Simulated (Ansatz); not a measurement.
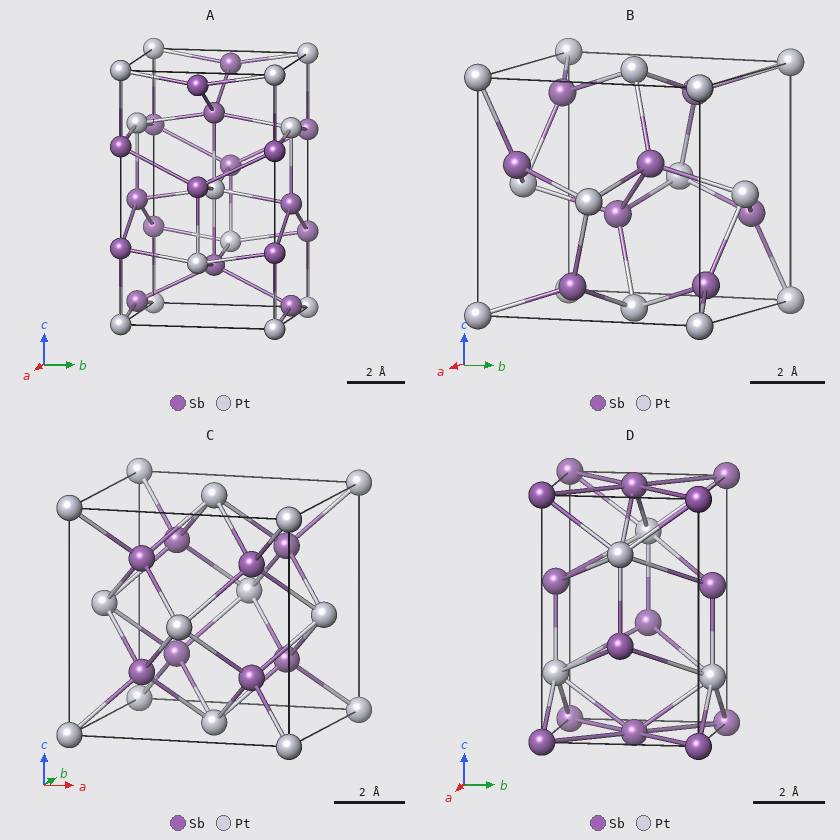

Four structures of Sb$_{2}$Pt, each relaxed to rest (conventional cells in solid outline, small ones repeated, each panel with its own scale). Method: DFT PBE, scalar-relativistic, plane waves, PAW in Ansatz 0.2.0, without spin polarisation.

> Give the type and space group of each panel.

A: 12 atoms a cell on a body-centred tetragonal lattice, I4_1/amd; B: pyrite, Pa-3; C: antifluorite, Fm-3m; D: 6 atoms a cell on a primitive tetragonal lattice, P4/nmm.

> Rank them by energy, lowest first.

B, then C (+192 meV/atom), A (+291 meV/atom) and D (+368 meV/atom), energies at zero smearing.

> Collect the results in a table.

| panel | structure | E − E(lowest) (meV/atom) | volume (Å³/atom) | gap (eV) |
| --- | --- | --- | --- | --- |
| B | Pa-3 | 0 | 23.5 | metal |
| C | Fm-3m | 192 | 24.4 | metal |
| A | I4_1/amd | 291 | 23.4 | metal |
| D | P4/nmm | 368 | 23.9 | metal |

Some of these may be structure types tried for this composition rather than known phases, and the most stable form need not be among them. Gaps are taken on the k-mesh or band path of each run.
